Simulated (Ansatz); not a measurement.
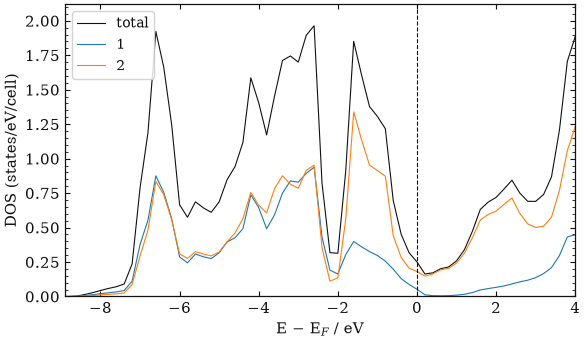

Density of states. Energies are counted from the Fermi level. The partial curves are projected on atomic shells.

Calculation on WC, space group P-6m2 (No. 187), 2 atoms in the cell.

Ansatz; DFT, PBE, all-electron LAPW, scalar-relativistic, no spin polarisation, 13×13×12 k mesh.

**Assign each number in the legend. The candidates: C 2p, W 5d.**

1 is C 2p; 2 is W 5d.

**Metal or insulator, and how many states lie at the Fermi level?**

It is a metal. The density of states at the Fermi level is about 0.24 per eV and cell (mean within 0.25 eV), or 0.12 per atom.

The cell is at 8 GPa in this functional. Spin-orbit coupling is left out, which matters for W.
